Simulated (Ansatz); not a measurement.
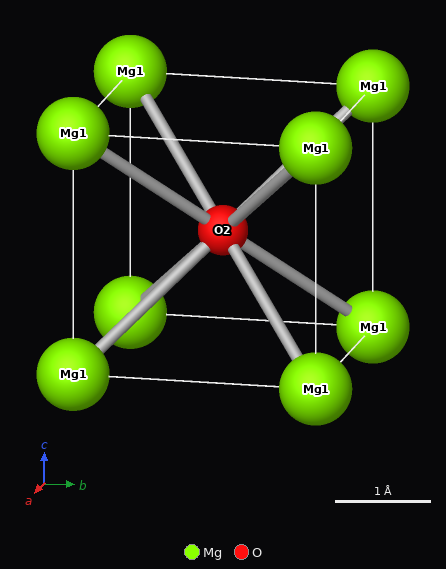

**Figure 1.** The input geometry (ball-and-stick view of the cell of the calculation, seen slightly off an axis; atoms are numbered from 1 in the order of the input).

## Band-structure calculation of MgO

- system: MgO (2 atoms in the cell)
- method: DFT, PBE, plane waves, PAW, no spin polarisation (Ansatz 0.2.0)

The structure was built on a prototype by a generator. The geometry comes from this level: r2SCAN. Figures and captions count atoms from 1; the log counts them from 0 in places.

### The input
```yaml
crystal:
  lattice:
    - [2.6233490555, 0.0, 0.0]
    - [0.0, 2.6233490555, 0.0]
    - [0.0, 0.0, 2.6233490555]
  atoms:
    - { symbol: Mg, position: [0.0, 0.0, 0.0] }
    - { symbol: O, position: [0.5, 0.5, 0.5] }
kpoints:
  mp_grid: { grid: [10, 10, 10] }
  band_path:
    path:
      - [[0.0, 0.0, 0.0], [-2.9943068599e-70, 0.5, 1.223582212175e-35], [0.5, 0.5, -3.670746636524e-35], [0.0, 0.0, 0.0], [0.5, 0.5, 0.5], [-2.9943068599e-70, 0.5, 1.223582212175e-35]]
      - [[0.5, 0.5, 0.5], [0.5, 0.5, -3.670746636524e-35]]
    npoints: 10
hamiltonian:
  xc: pbe
scf:
  occupations: { method: fermi_dirac, width: 0.02 }
  n_extra_bands: 4
output:
  forces: true
  stress: true
  eigenvalues: true
  write_density: true
  write_potential: true
  elf: true
  volumetric_format: npy
```

Machine: 4 threads of Arm Neoverse N1, 98 GiB of memory available, shared host.

Run as:
```bash
ansatz run input.yaml --threads 4 --pin off --max-ram 7372MiB --backend cpu --events-out ev --progress --plain --runs-dir out
```

### Log
```
scf.n_extra_bands = 4 over 8 filled bands (N_el = 16.0): the run solves 12 bands
Engine: ansatz 0.2.0, aarch64-unknown-linux-gnu
Pseudopotentials: kind: paw
Pseudopotential: Mg, paw, valence charge 10, recommended cutoff 420 eV (normal), Mg.paw.azcp
Pseudopotential: O, paw, valence charge 6, recommended cutoff 420 eV (normal), O.paw.azcp
Functional definition: PBE
  parameter kappa = 0.804
  parameter beta = 0.06672455060314922
  exchange = pbe_x(kappa = kappa, mu = beta*pi^2/3)
  correlation = pbe_c(beta = beta)
Crystal: 2 atoms, lattice volume = 18.054 Å³
Basis set: ecut = 420 eV, 365 PW (Γ), exchange–correlation on 36×36×36 points (8 copies of the dense FFT grid, shifted against one another)
Bands: 12, of which v1, the nominal top of the filled ones, is band 8 counted from 1 (7 counted from 0)
Symmetry: 48 space group operations
Space group: Pm-3m (ITA 221), of the structure as read, at distance tolerance 2.6e-5 Å
k-points: 56 of 1000
Non-local potential: Mg, projectors of the file, l = 0: 3, l = 1: 2, l = 2: 1
Non-local potential: O, projectors of the file, l = 0: 2, l = 1: 2, l = 2: 1
PAW form: soft (Blöchl's): semilocal exchange-correlation on the pseudo side does not see the compensation charge
PAW one-centre angular grid: Mg, 110 points (default); XC on 64 Gauss nodes
PAW one-centre angular grid: O, 110 points (default); XC on 64 Gauss nodes
Initial density: superposition of atomic densities (neutral atoms: chi_scale 0, normalization atom), corrected by the library's trained network
Initial wavefunctions: pseudopotential atomic-orbital guess
Functional: x = pbe(κ = 0.804, μ = 0.2195149727645171), c = pbe(β = 0.06672455060314922)
SCF iter   1: F=—  HF=-2492.621246 eV  |F-HF|=—  |Δ(HF+E_count)|=         —  Δρ=1.72e-3  dr2=3.36e-4  ethr=1.77e-3  ⟨swp⟩=6.1  Hψ=4029  notcnv=0
preconditioner: auto → none  [insulator: Δε(μ)=2.635 eV  Ē_g=17.776 eV  σ=0.020 eV  W_gap=1.00  n_scr=6 (ndim 8)  ℏωp=24.7 eV  f_vac=0.000  D(μ)=0.00/eV (n_scr^D=0)  ε∞_Penn≈2.9]
SCF iter   2: F=—  HF=-2492.621621 eV  |F-HF|=—  |Δ(HF+E_count)|=   3.75e-4  Δρ=1.25e-3  dr2=2.44e-4  ethr=2.10e-6  ⟨swp⟩=2.7  Hψ=1614  notcnv=0
SCF iter   3: F=—  HF=-2492.621657 eV  |F-HF|=—  |Δ(HF+E_count)|=   3.56e-5  Δρ=3.32e-4  dr2=9.34e-6  ethr=1.52e-6  ⟨swp⟩=2.1  Hψ=833  notcnv=0
SCF iter   4: F=—  HF=-2492.621561 eV  |F-HF|=—  |Δ(HF+E_count)|=   9.53e-5  Δρ=4.58e-5  dr2=2.22e-7  ethr=5.83e-8  ⟨swp⟩=2.3  Hψ=932  notcnv=0
iter 5 did not close the SCF: its close was put off for the readings that it lacked (scf_convergence_deferred on its scf_iter line)
SCF iter   5: F=-2492.621561 eV  HF=-2492.621561 eV  |F-HF|=1.75e-8  |Δ(HF+E_count)|=   1.18e-8  Δρ=1.41e-5  dr2=2.43e-8  ethr=1.39e-9  ⟨swp⟩=2.0  Hψ=1120  notcnv=0
SCF iter   6: F=-2492.621561 eV  HF=-2492.621561 eV  |F-HF|=8.34e-10  |Δ(HF+E_count)|=   5.18e-9  Δρ=3.04e-6  dr2=1.13e-9  ethr=1.52e-10  ⟨swp⟩=5.2  Hψ=3241  notcnv=0
SCF 1 converged in 6 iterations: F = -2492.621561 eV  dr2 = 1.13e-9
  greatest PAW one-centre occupation: 1.000 electrons in one spin orbital (limit 2), on the Mg atom at site 0 (counted from 0), in its partial waves of l = 0
```

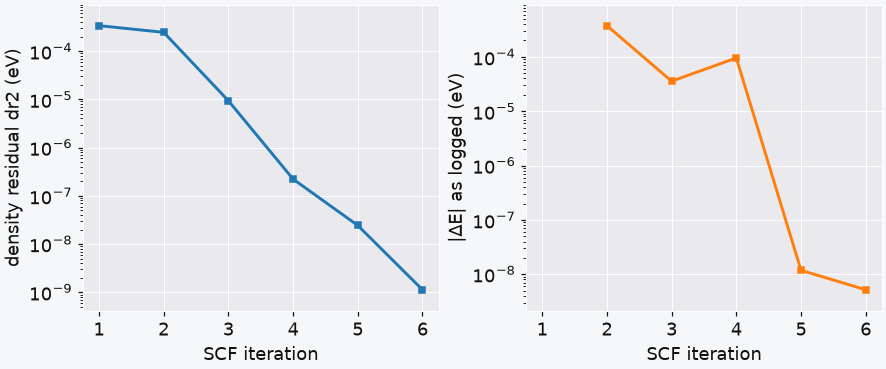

**Figure 2.** Convergence of the self-consistent field: density residual dr2 and size of the energy change against the SCF iteration. The residual falls at every step.

```
NSCF: frozen V_eff on 62 k-points
SCF converged after 6 iterations
Free energy (F): -2492.621561 eV
Harris-Foulkes:  -2492.621561 eV  (|F-HF|=8.34e-10)
Internal energy: -2492.621561 eV  (E = F + TS)
E sigma→0 (E₀):  -2492.621561 eV
Fermi energy:    11.572885 eV
--- Per-component energies (eV) ---
  E_band       = -286.083917
  E_kinetic    = 255.408187
  E_local      = -1538.355961  (includes V_loc(G=0)·N_el)
  E_nonlocal   = 142.888391
  E_hartree    = 526.001704
  E_xc         = -105.197657
  E_vxc        = -134.830090  (∫ρ·V_xc dr)
  E_paw        = -450.224541  (= ΣΔE_a)
  E_vpaw       = -63.199669  (= ΣTr[D̂ρ^β])
  E_aug_tail   = 0.002449  (compensation charges beyond the density's cutoff)
  E_ewald      = -1323.144133
  E_smearing   = -0.000000  (= −TS)
  E_closure    = 0.000000  (closes the sum)
  Σ components = -2492.621561   (vs F -2492.621561, Δ=0.00e0)
--- Forces (eV/Å), atoms counted from 1 ---
  atom   1  Mg    -0.00000000     0.00000000    -0.00000000
  atom   2  O      0.00000000     0.00000000     0.00000000
  max |Σ_I F_I| component: 2.91e-30 eV/Å
--- Stress (GPa, compression-positive) ---
        6.239730       0.000000       0.000000
       -0.000000       6.239730       0.000000
        0.000000       0.000000       6.239730
  P = ⅓ Tr σ = 6.2397 GPa (62.397 kbar)
--- Band table (eV; the first three rows and the last of 56) ---
  k-point 0: bands = ["-64.5086", "-31.1954", "-31.1954", "-31.1954", "-8.3397", "9.2242", "9.2242", "9.2242", "12.8797", "20.7295", "20.7295", "30.7417"]
  k-point 1: bands = ["-64.5073", "-31.2087", "-31.1942", "-31.1942", "-8.2368", "8.3746", "9.2652", "9.2652", "13.4956", "20.9383", "20.9517", "30.5661"]
  k-point 2: bands = ["-64.5038", "-31.2435", "-31.1911", "-31.1911", "-7.9525", "6.7605", "9.3746", "9.3746", "14.5924", "21.2373", "21.5601", "30.0461"]
  k-point 55: bands = ["-64.4681", "-31.2931", "-31.2931", "-31.2931", "-5.3540", "6.5730", "6.5730", "6.5730", "17.8099", "17.8099", "17.8099", "26.7276"]
```

### File rho_z.tsv
```
# z_ang	rho[e/angstrom^3]
# format = ansatz-planar-average/11
# lattice	2.623349055	0.000000000	0.000000000
# lattice	0.000000000	2.623349055	0.000000000
# lattice	0.000000000	0.000000000	2.623349055
# sites	2
# site	12	0.000000000	0.000000000	0.000000000
# site	8	1.311674528	1.311674528	1.311674528
0.000000	1.942269e0
0.145742	1.668253e0
0.291483	1.068903e0
0.437225	5.655971e-1
0.582966	3.686693e-1
0.728708	4.135114e-1
0.874450	5.865622e-1
1.020191	8.097114e-1
1.165933	9.928140e-1
1.311675	1.062021e0
1.457416	9.928140e-1
1.603158	8.097114e-1
1.748899	5.865622e-1
1.894641	4.135114e-1
2.040383	3.686693e-1
2.186124	5.655971e-1
2.331866	1.068903e0
2.477607	1.668253e0
```

### File v_z.tsv
```
# z_ang	v_es[eV]	v_tot[eV]
# format = ansatz-planar-average/11
# xc	pbe
# density_cutoff_ev	1680
# datasets	Mg=:simpson_from_first_knot:soft	O=:simpson_from_first_knot:soft
# lattice	2.623349055	0.000000000	0.000000000
# lattice	0.000000000	2.623349055	0.000000000
# lattice	0.000000000	0.000000000	2.623349055
# sites	2
# site	12	0.000000000	0.000000000	0.000000000
# site	8	1.311674528	1.311674528	1.311674528
0.000000	-4.299494e0	-1.427440e1
0.145742	-3.285110e0	-1.312838e1
0.291483	-5.557029e-1	-1.045297e1
0.437225	2.942739e0	-7.138636e0
0.582966	6.022379e0	-4.289881e0
0.728708	6.996753e0	-3.810069e0
0.874450	6.282110e0	-5.207277e0
1.020191	5.242538e0	-6.986930e0
1.165933	4.299939e0	-8.399915e0
1.311675	3.935576e0	-8.914999e0
1.457416	4.299939e0	-8.399915e0
1.603158	5.242538e0	-6.986930e0
1.748899	6.282110e0	-5.207277e0
1.894641	6.996753e0	-3.810069e0
2.040383	6.022379e0	-4.289881e0
2.186124	2.942739e0	-7.138636e0
2.331866	-5.557029e-1	-1.045297e1
2.477607	-3.285110e0	-1.312838e1
```

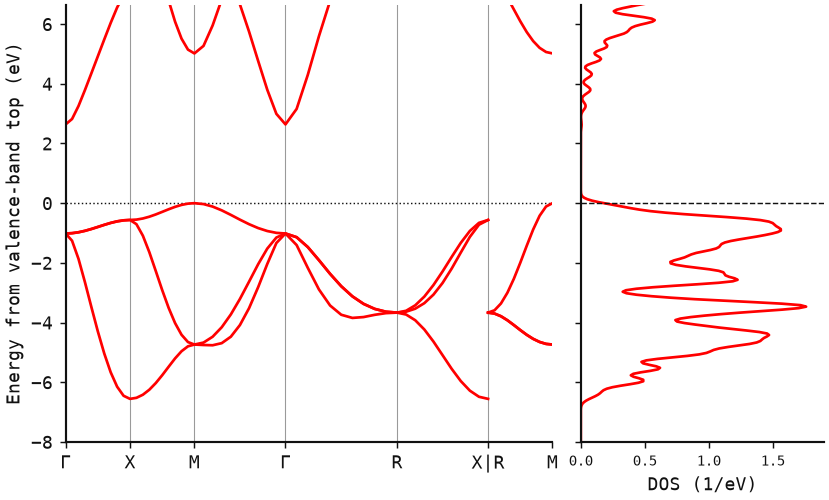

**Figure 3.** Band structure along Γ–X–M–Γ–R–X|R–M and density of states (the curve is built from the levels of the k mesh with Gaussians 0.3 eV wide, which also blur the band edges), with energies from the valence-band top. There is a gap of 2.64 eV on this path, indirect, from M to Γ.

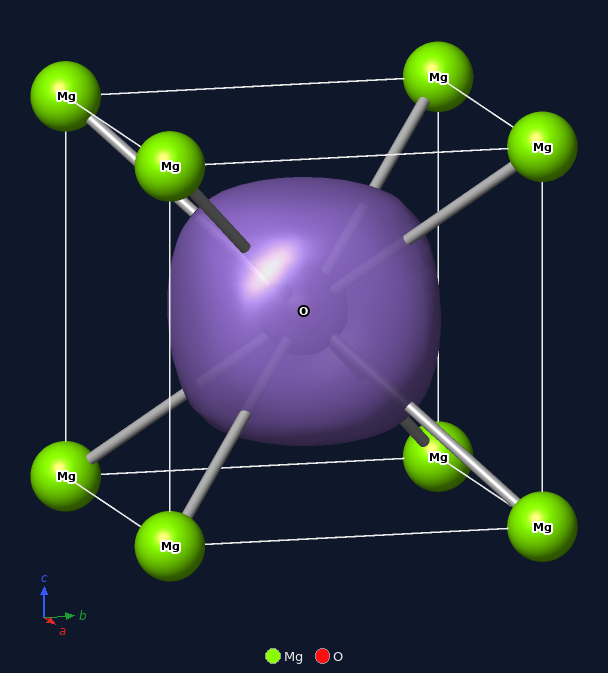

**Figure 4.** Isosurface of the ELF at 0.6 (purple), seen slightly off an axis. Core shells and regions of very low density are left out. Sticks mark near contacts. The outline is the cell set on symmetry axes. Core electrons are frozen (PAW), so the fields are smoothed inside the atomic spheres.

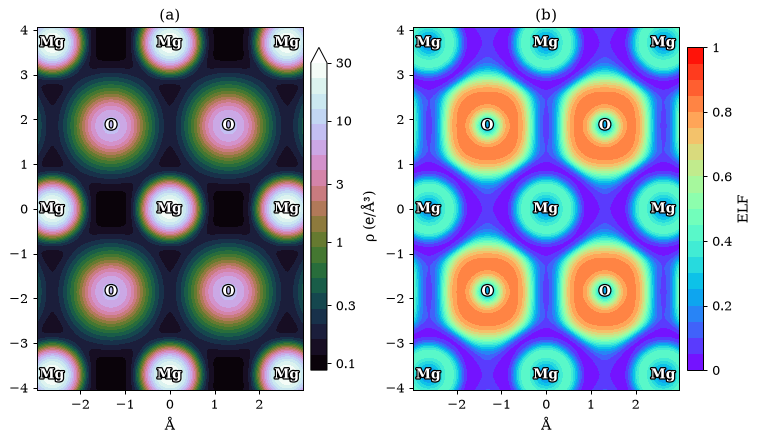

**Figure 5.** (a) valence electron density; (b) electron localisation function on the (011̄) plane of the conventional cell. The section cuts through Mg and O sites. Away from the nuclei the density in this plane falls to 0.09 e/Å³ at its lowest.

### Key numbers

```csv
quantity,value
outcome,converged
space group (tolerance 0.01 Å),Pm-3m (221)
electrons treated,16
free energy,−2492.6216 eV
Fermi energy,11.573 eV
gap on the k-point mesh,2.64 eV
pressure,6.24 GPa
largest force (length of the vector),under 0.001 eV/Å
wall time,1.1 s (CPU time 2.5 s)
peak memory,0.31 GiB
```

The cell is under a pressure of 6.2 GPa at this level, so it is not at its equilibrium volume.
